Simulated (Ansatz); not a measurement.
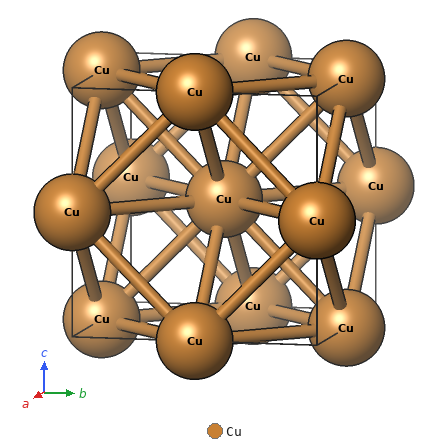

System: Cu, space group Fm-3m (No. 225). The picture shows the conventional cell.

The given structure:
```
Cu
1.0
    -1.28340    1.28340    1.81405
     1.28340   -1.28340    1.81405
     1.28340    1.28340   -1.81405
Cu
1
Direct
  0.50000 0.50000 0.00000
```

Calculation (Ansatz 0.2.0): third-order Birch-Murnaghan fit to density functional energies at scaled volumes of the given relaxed cell, shape and atoms relaxed at each volume; energies count from the fitted minimum; plane waves with PAW datasets, Γ-centred k mesh. Level: PBE, no spin polarisation.

```csv
setting,value
wave cutoff,420 eV
k mesh,30×30×30
occupations,Gaussian
smearing width,0.1 eV
```

Describe the result: the energy above the minimum and pressure against volume. The volume takes the values 10.518, 10.876, 11.235, 11.593, 11.952, 12.310, 12.669, 13.147 Å³/atom.

A third-order Birch–Murnaghan fit gives V0 = 11.95 Å³/atom, B0 = 141 GPa and B′ = 5.0. The energy above the minimum is 98.1 meV/atom at volume 10.518 Å³/atom and 43.6 meV/atom at 13.147 Å³/atom; the lowest computed point is at volume 11.952 Å³/atom (0.0 meV/atom). The pressure falls from 24.90 GPa at volume 10.518 Å³/atom to −10.58 GPa at 13.147 Å³/atom, and changes sign near 11.95 Å³/atom. The solid is metallic at every point.

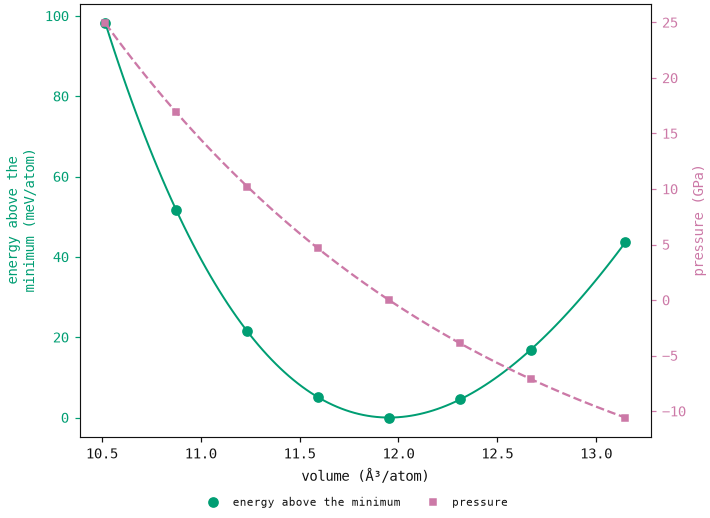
